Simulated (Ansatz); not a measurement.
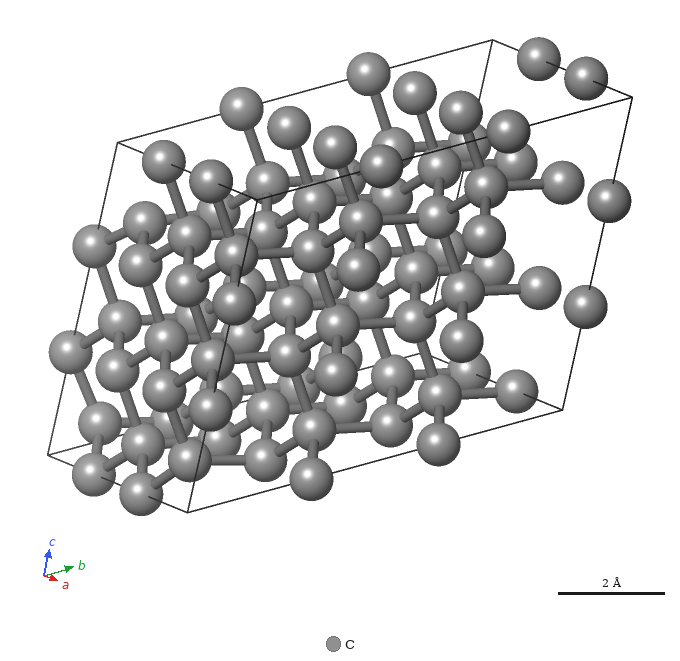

Figure 1. The structure (ball-and-stick view of the cell of the calculation, seen slightly off an axis). An atom can appear more than once, as a periodic image. Near neighbours in the periodic cell (some may lie outside the picture): C has 4 C at 1.49 to 1.56 Å; C has 3 C at 1.49 Å.

**Single-point calculation of C (part 1 of 2)**

The run: single-point calculation of C (defect cell, 53 atoms in the cell). Method and program: DFT PBE, scalar-relativistic, plane waves, PAW, spin-polarised (Ansatz 0.2.0).

The structure derives from an entry of the Crystallography Open Database.

## The input
```yaml
crystal:
  lattice:
    - [0.0, 5.35011, 5.35011]
    - [5.35011, 0.0, 5.35011]
    - [5.35011, 5.35011, 0.0]
  atoms:
    - { symbol: C, position: [0.0007829651, -4.63911e-05, 0.3296862389] }
    - { symbol: C, position: [0.0007746956, -2.60238e-05, 0.6684306089] }
    - { symbol: C, position: [0.0008053802, 0.3306217517, -0.0009301833] }
    - { symbol: C, position: [0.0007249271, 0.3333592481, 0.3324245897] }
    - { symbol: C, position: [0.0007752825, 0.3306166106, 0.6684800586] }
    - { symbol: C, position: [0.0008356557, 0.6694188846, -0.0009657207] }
    - { symbol: C, position: [0.0008331653, 0.6693759453, 0.3296756127] }
    - { symbol: C, position: [0.0008360251, 0.6666458644, 0.6657242898] }
    - { symbol: C, position: [0.3314802037, -4.58775e-05, -0.000927983] }
    - { symbol: C, position: [0.3342013726, -0.0001294962, 0.3324278765] }
    - { symbol: C, position: [0.3314229777, -4.29772e-05, 0.6684894811] }
    - { symbol: C, position: [0.3341978284, 0.333383151, -0.0010548476] }
    - { symbol: C, position: [0.3341736803, 0.3333568003, 0.3324316279] }
    - { symbol: C, position: [0.3339515667, 0.3331320432, 0.665922591] }
    - { symbol: C, position: [0.3315073988, 0.6693338958, -0.0009405728] }
    - { symbol: C, position: [0.3339703664, 0.666840755, 0.332214039] }
    - { symbol: C, position: [0.3339689064, 0.6668547858, 0.6659093892] }
    - { symbol: C, position: [0.670249725, 1.21247e-05, -0.0009758696] }
    - { symbol: C, position: [0.6702219321, -9.523e-07, 0.3296730763] }
    - { symbol: C, position: [0.6674555444, 1.70652e-05, 0.6657265553] }
    - { symbol: C, position: [0.6701737771, 0.3306761873, -0.0009509029] }
    - { symbol: C, position: [0.6676745284, 0.3331357315, 0.3322149385] }
    - { symbol: C, position: [0.6676645428, 0.3331559335, 0.6659132447] }
    - { symbol: C, position: [0.6675052362, 0.6666609557, -0.0009003581] }
    - { symbol: C, position: [0.667702393, 0.6668627411, 0.3321829278] }
    - { symbol: C, position: [0.6674863216, 0.6666652181, 0.6657001347] }
    - { symbol: C, position: [0.0907214332, 0.0898356702, 0.0889737171], spin: 0.02 }
    - { symbol: C, position: [0.0846571152, 0.083817651, 0.4152249668] }
    - { symbol: C, position: [0.090604283, 0.0898102653, 0.7295480055], spin: 0.02 }
    - { symbol: C, position: [0.0846473545, 0.4162109186, 0.0828750049] }
    - { symbol: C, position: [0.0846181869, 0.4161928601, 0.4152626179] }
    - { symbol: C, position: [0.0844679031, 0.4157956057, 0.7493419798] }
    - { symbol: C, position: [0.0907577283, 0.7304924143, 0.0888521491], spin: 0.03 }
    - { symbol: C, position: [0.0844732163, 0.7502480466, 0.4148668917] }
    - { symbol: C, position: [0.0844697538, 0.7502790053, 0.7493112253] }
    - { symbol: C, position: [0.4170088953, 0.0838434376, 0.0828902986] }
    - { symbol: C, position: [0.4169768571, 0.0838099276, 0.4152672365] }
    - { symbol: C, position: [0.4166023136, 0.0836555055, 0.7493440301] }
    - { symbol: C, position: [0.4170117033, 0.4162078738, 0.0828667629] }
    - { symbol: C, position: [0.4175311713, 0.4167058795, 0.4157812017] }
    - { symbol: C, position: [0.4175353408, 0.4167272884, 0.7488877115] }
    - { symbol: C, position: [0.4166584656, 0.7502448562, 0.0827338177] }
    - { symbol: C, position: [0.4175569149, 0.7498310117, 0.4157748201] }
    - { symbol: C, position: [0.4166409206, 0.7502556338, 0.7493409218] }
    - { symbol: C, position: [0.7312257871, 0.0899478765, 0.0888671256], spin: 0.02 }
    - { symbol: C, position: [0.7510715544, 0.0836599261, 0.4148623238] }
    - { symbol: C, position: [0.7510741258, 0.083674476, 0.7493095306] }
    - { symbol: C, position: [0.751094249, 0.4158083644, 0.0827325493] }
    - { symbol: C, position: [0.7506745377, 0.4167176493, 0.4157760526] }
    - { symbol: C, position: [0.7510665882, 0.4158307239, 0.7493343997] }
    - { symbol: C, position: [0.7511297942, 0.7502987081, 0.0827023891] }
    - { symbol: C, position: [0.7511141005, 0.7502804045, 0.4148388823] }
    - { symbol: C, position: [0.7508143365, 0.7499966445, 0.7490678227] }
magnetization:
  spin_polarized: true
basis:
  ecutwfc: 420
  fft_grid_basis: typed
kpoints:
  mp_grid: { grid: [2, 2, 2] }
hamiltonian:
  xc: pbe
  pseudopotentials: { kind: paw }
scf:
  occupations: { method: gaussian, width: 0.05 }
  n_extra_bands: 19
output:
  forces: true
  stress: false
  eigenvalues: true
  bader: false
  write_density: false
  volumetric_format: npy
  populations: true
  band_densities:
    - { e_range: [-0.25, 0.25] }
    - { e_range: [-1.2, 0.0] }
    - { e_range: [0.0, 1.2] }
  dos:
    e_range: [-30, 8]
    de: 0.02
    method: { smearing: { sigma: 0.03, scheme: gaussian } }
    projected: { site_lists: { C: [C] } }
checkpoint:
  read: start.run
  write: ck
  compress: false
  write_wavefunctions: false
  write_every: 100000
```

Launch command:
```bash
ansatz run input.yaml --threads 4 --pin off --max-ram 10240MiB --backend cpu --events-out ev --progress --plain --runs-dir out
```

## What the program printed
```
Warning: the band count 125 (scf.n_extra_bands) hosts the net moment |M| = 0.0900 μB (N_el = 212) but caps the reachable moment at 2·n_bands − N_el = 38.0000 μB, below the 160 bands that the automatic rule leaves for it — a moment growing past the seed, or the majority channel's smearing tail, pins there with fewer empty majority states than that count leaves; raise or omit scf.n_extra_bands unless the cap is intended
Warning: checkpoint.read: spin seed differs: saved dc4034938a1b…, current 718b78cb92dc…; the loaded state replaces the seed-built initial guess (but the starting_ns of a DFT+U solve that opens without the state's occupation matrices), so the run may converge into the producing seed's basin, or, where the symmetry group that follows from this deck's starting moments and starting_ns does not hold the saved magnetisation, lose that magnetisation at its first build. Where atoms have moved since the state was saved, this difference can also decide whether moments are moved with them. A self-consistent run of this deck without the state starts from its starting moments and, under a DFT+U term, its starting_ns
scf.n_extra_bands = 19 over 106 filled bands (N_el = 212.0): the run solves 125 bands
Engine: ansatz 0.2.0, aarch64-unknown-linux-gnu
Pseudopotentials: kind: paw
Pseudopotential: C, paw, valence charge 4, recommended cutoff 420 eV (normal), C.paw.azcp
Functional definition: PBE
  parameter kappa = 0.804
  parameter beta = 0.06672455060314922
  exchange = pbe_x(kappa = kappa, mu = beta*pi^2/3)
  correlation = pbe_c(beta = beta)
Crystal: 53 atoms, lattice volume = 306.280 Å³
Basis set: ecut = 420 eV, 5961 PW (Γ), exchange–correlation on 108×108×108 points (8 copies of the dense FFT grid, shifted against one another)
Bands: 125, of which v1, the nominal top of the filled ones, is band 106 counted from 1 (105 counted from 0)
Symmetry: 1 space group operations
Space group: P1 (ITA 1), of the structure as read, at distance tolerance 6.7e-5 Å
Magnetic group: BNS 1.1 (UNI 1), of the structure as read, at distance tolerance 6.7e-5 Å
k-points: 8
Non-local potential: C, projectors of the file, l = 0: 2, l = 1: 2, l = 2: 1
PAW form: soft (Blöchl's): semilocal exchange-correlation on the pseudo side does not see the compensation charge
PAW one-centre angular grid: C, 110 points (default); XC on 64 Gauss nodes
Initial density: read from a saved state, or passed on in memory by an earlier SCF of this step, an earlier step, the calling program or the single point that the run made first
Stability of the state it starts from, as read at its close in the collinear treatment: not read negative (Ritz values of 1 − χ₀K, real part plus size of imaginary part, from 0.16 to 0.62, by its mixing steps under no symmetry); its run was given moments
Starting moments: Σ|m| = 0.09 μB on 4 of 53 sites; this step starts from the density that it was given
Initial wavefunctions: pseudopotential atomic-orbital guess
Functional: x = pbe(κ = 0.804, μ = 0.2195149727645171), c = pbe(β = 0.06672455060314922)
iter 1 solved again at ethr=4.41e-8 eV; its pass at ethr=3.10e-3 eV (dr2=9.35e-5 eV) is discarded
SCF iter   1: F=—  HF=-13286.775491 eV  |F-HF|=—  |Δ(HF+E_count)|=         —  Δρ=6.23e-7 (↑6.23e-7 ↓3.37e-7)  dr2=3.54e-9  dr2_m=1.24e-10  M=0.250 μB ∫|m|=0.273 μB  β_m=0.30  ethr=4.41e-8  ⟨swp⟩=4.6  Hψ=15738  notcnv=0
eigensolver tolerance schedule: the retry pair's looser diagonalisation over-reported the residual by 26404.16 of it (diagonalisation noise at 0.60 of the residual, at the tolerance the schedule requests for it); recorded, not acted on — ethr = c·dr2/N_el stays at c = 1.0e-1
preconditioner: auto → Resta (q_TF=auto, 2.566 Å⁻¹)  ε∞=5.3  [insulator: Δε(μ)=0.971 eV  Ē_g=14.814 eV  σ=0.050 eV  W_gap=0.64  n_scr=88 (ndim 8)  ℏωp=30.9 eV  f_vac=0.000  D(μ)=7.71/eV (n_scr^D=58)  ε∞_Penn≈5.3]
spin=Collinear: Resta preconditioning applied to the charge; magnetization (m = ρ↑ − ρ↓) channel mixes plain (no charge-response kernel on spin).
SCF iter   2: F=-13286.775490 eV  HF=-13286.775490 eV  |F-HF|=1.49e-10  |Δ(HF+E_count)|=   1.63e-6  Δρ=2.61e-7 (↑2.61e-7 ↓1.41e-7)  dr2=4.66e-10  dr2_m=4.01e-11  M=0.250 μB ∫|m|=0.273 μB  ethr=1.67e-12  ⟨swp⟩=11.8  Hψ=9024  notcnv=0
SCF 1 converged in 2 iterations: F = -13286.775490 eV  dr2 = 4.66e-10
  greatest PAW one-centre occupation: 0.661 electrons in one spin orbital (limit 2), on the C atom at site 44 (counted from 0), in its partial waves of l = 0
SCF converged after 2 iterations
Magnetization: 0.2500 μB (106.1250 up, 105.8750 down)
Absolute magnetization: 0.2733 μB (∫|ρ↑−ρ↓|, with the PAW one-centre terms)
Spin contamination: 0.0004 ħ² per cell (⟨S²⟩ above its minimum at these occupations)
Per-site moments (μB) at R_I (Å): [(-0.00012146412563692221, 0.615640072239869), (-0.00012598484548074205, 0.6157736337110605), (-9.568993972596745e-5, 0.6158154712051658), (-0.00037769238947615207, 0.6359181190225942), (-9.113608775970206e-5, 0.6158452302462557), (-0.0001528606419875195, 0.6158626053364418), (-0.00014192765584736543, 0.61587898426668), (-0.00017013351654715498, 0.6371383071471322), (-0.00010508458484105162, 0.6157418912630507), (-0.00037507476774616225, 0.635908255143483), (-0.00011034498904522926, 0.615879666408482), (-0.00038311120682221045, 0.6359134384471398), (-0.0003840567123827667, 0.6359313453457318), (-7.370545030851239e-5, 0.6357505644012427), (-9.977108133869861e-5, 0.6156764365575526), (-8.034478214609343e-5, 0.6357597479281046), (-7.939232388350137e-5, 0.6358081097283212), (-0.00014620563726588253, 0.6157314233356597), (-0.00014521303263439868, 0.6158588264525604), (-0.00016756318100854138, 0.6371350778492392), (-8.382418981488022e-5, 0.6156447755242173), (-7.840589263100282e-5, 0.6357487182234555), (-7.986481937493735e-5, 0.6357629690602892), (-0.00017478419643919262, 0.6371641341792871), (-7.786631821525898e-5, 0.6357609706688032), (-0.00017599572905908296, 0.63715217445574), (0.023845959750072532, 0.615640072239869), (0.0037758353033325634, 0.6359181190225942), (0.024054596464267733, 0.6157736337110605), (0.0038519452787580026, 0.6359383788108046), (0.0038770725539694602, 0.6359531268500813), (0.0005901362585284936, 0.6357686632965598), (0.025410496767394052, 0.6156764365575526), (0.0006396263819344615, 0.6358031206020879), (0.0006329853552700753, 0.6358081097283212), (0.0038253915200405528, 0.635908255143483), (0.0038288536118956497, 0.6359313453457318), (0.0005935712666620659, 0.6357505644012427), (0.003981451716698235, 0.6359654028419469), (0.0002670260629202938, 0.6372261100234177), (0.00026843797556279716, 0.6372294179839089), (0.0006333854497816359, 0.6357597479281046), (0.00028015639026492876, 0.6371836759387883), (0.0006253877098902707, 0.6358214854968991), (0.024941839545598764, 0.6156447755242173), (0.0006282837748214263, 0.6357487182234555), (0.0006387857222325665, 0.6357629690602892), (0.0006187112129855142, 0.6357653629465392), (0.00027634997135165954, 0.6372114458417563), (0.0006277989185196431, 0.6358051370537712), (0.0006183810111018482, 0.6357609706688032), (0.000616497176253608, 0.6357729445633954), (0.00026436706885495814, 0.6371350778492392)]
Free energy (F): -13286.775490 eV
Harris-Foulkes:  -13286.775490 eV  (|F-HF|=1.49e-10)
Internal energy: -13286.765858 eV  (E = F + TS)
E sigma→0 (E₀):  -13286.770674 eV
Entropy (-TS):   -0.009632 eV (-0.182 meV/atom)
Fermi energy:    14.620948 eV
--- Per-component energies (eV) ---
  E_band       = 851.538399
  E_kinetic    = 4877.302385
  E_local      = -3484.314171  (includes V_loc(G=0)·N_el)
  E_nonlocal   = 1415.469905
  E_hartree    = 797.036385
  E_xc         = -2577.517534
  E_vxc        = -3199.380934  (∫ρ·V_xc dr)
  E_paw        = -5257.601948  (= ΣΔE_a)
  E_vpaw       = -351.611648  (= ΣTr[D̂ρ^β])
  E_aug_tail   = 0.000456  (compensation charges beyond the density's cutoff)
  E_ewald      = -9057.141334
  E_smearing   = -0.009632  (= −TS)
  E_closure    = 0.000000  (closes the sum)
  Σ components = -13286.775490   (vs F -13286.775490, Δ=0.00e0)
```
